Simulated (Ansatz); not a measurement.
```cif
data_structure
_symmetry_space_group_name_H-M 'P 1'
_symmetry_Int_Tables_number 1
_cell_length_a 8.0548
_cell_length_b 8.0548
_cell_length_c 24.9208
_cell_angle_alpha 90.000
_cell_angle_beta 90.000
_cell_angle_gamma 90.000
_cell_volume 1616.84
loop_
_atom_site_label
_atom_site_type_symbol
_atom_site_fract_x
_atom_site_fract_y
_atom_site_fract_z
_atom_site_occupancy
Na1 Na 0.25000 0.25000 0.32102 1
Na2 Na 0.25000 0.75000 0.32102 1
Na3 Na 0.75000 0.25000 0.32102 1
Na4 Na 0.75000 0.75000 0.32102 1
Cl1 Cl 0.50000 0.50000 0.32102 1
Cl2 Cl 0.50000 0.00000 0.32102 1
Cl3 Cl 0.00000 0.50000 0.32102 1
Cl4 Cl 0.00000 0.00000 0.32102 1
Na5 Na 0.49990 0.49966 0.43571 1
Na6 Na 0.50014 0.00046 0.43380 1
Na7 Na 0.99921 0.49931 0.43540 1
Na8 Na 0.99940 0.00025 0.43584 1
Cl5 Cl 0.74924 0.75042 0.43451 1
Cl6 Cl 0.74910 0.24921 0.43524 1
Cl7 Cl 0.25003 0.75035 0.43437 1
Cl8 Cl 0.25009 0.24937 0.43461 1
Na9 Na 0.75208 0.74660 0.54701 1
Na10 Na 0.75254 0.25333 0.54966 1
Na11 Na 0.24476 0.74533 0.54676 1
Na12 Na 0.24692 0.25227 0.54729 1
Cl9 Cl 0.99988 0.99871 0.54974 1
Cl10 Cl 0.99948 0.49958 0.55010 1
Cl11 Cl 0.49577 0.99477 0.55005 1
Cl12 Cl 0.49797 0.50108 0.54920 1
Cl13 Cl 0.66360 0.21315 0.72289 1
Cl14 Cl 0.58834 0.11505 0.65052 1
```

Theory: Ansatz, DFT PBE, scalar-relativistic, plane waves, PAW.

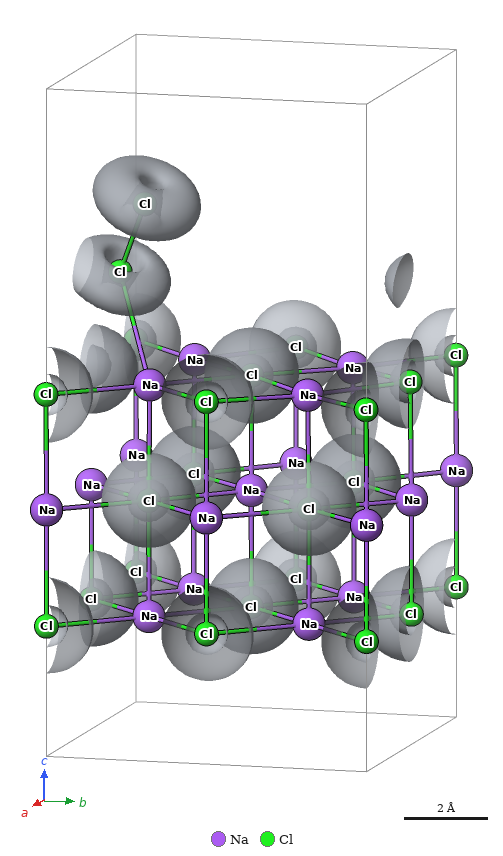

Na₆Cl₇ (slab). Isosurface of the electron localisation function at 0.8 (grey), seen slightly off an axis. Only the valence region is drawn (cores and ρ < 0.01 e/Å³ removed). Sticks mark near contacts.

In a PAW calculation such maps are meaningful between the atoms, not at the nuclei.

> Where are the electrons localised?

The ELF exceeds this value in 14 regions wrapped around Cl (the valence shell of each), counted in one cell of 26 atoms. Counts are for one cell; the picture repeats the cell along the surface. Profiles from the grid: Cl–Cl (2.06 Å): the ELF peaks at about 0.75 between the atoms. Na–Cl (2.80 Å): the ELF peaks at about 0.85 in the valence shell of Cl, 0.8 Å from its nucleus, and falls to about 0 next to Na (an ionic contact with no shared pair).

> Does the calculation give a band gap?

It is gapped, with a Kohn–Sham gap of 3.0 eV on the k-point mesh (the band edges may lie off the mesh, which would make the gap smaller).
